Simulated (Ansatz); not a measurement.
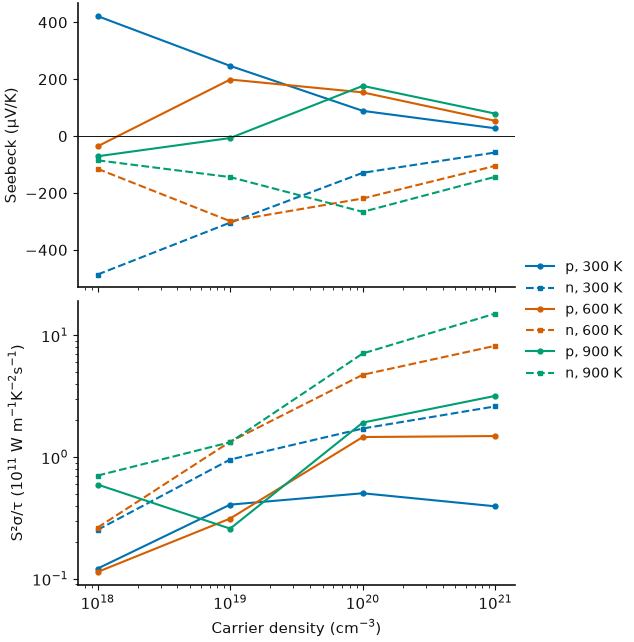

Seebeck coefficient and power factor over the relaxation time against doping (rigid bands, constant relaxation time, mean of three directions).

System: Si, space group P6_3/mmc (No. 194), 4 atoms in the cell.

Space group P6_3/mmc (No. 194). a = 3.802 Å, b = 3.802 Å, c = 6.290 Å, α = 90.00°, β = 90.00°, γ = 120.00°
```json
{"atom": "Si", "site": "4f", "symmetry": "3m.", "x": "0.3333", "y": "0.6667", "z": "0.0631"}
```

Level of theory: DFT LDA, scalar-relativistic, plane waves, PAW, no spin polarisation, 12×12×6 k mesh, 420 eV cutoff; code Ansatz.

**What are the Seebeck coefficients at 300 K and 10¹⁹ cm⁻³, and what do they say about the bands?**

At 300 K and 10¹⁹ cm⁻³ the Seebeck coefficient is 247 μV/K for holes and −304 μV/K for electrons; the larger size for electrons shows the larger density-of-states mass of the conduction band.

**Where do minority carriers matter?**

Thermally excited minority carriers matter most at 900 K and 10¹⁸ cm⁻³ (n type), where they pull the Seebeck coefficient towards zero.

The bands are interpolated from a finite k mesh, so the values are approximate.
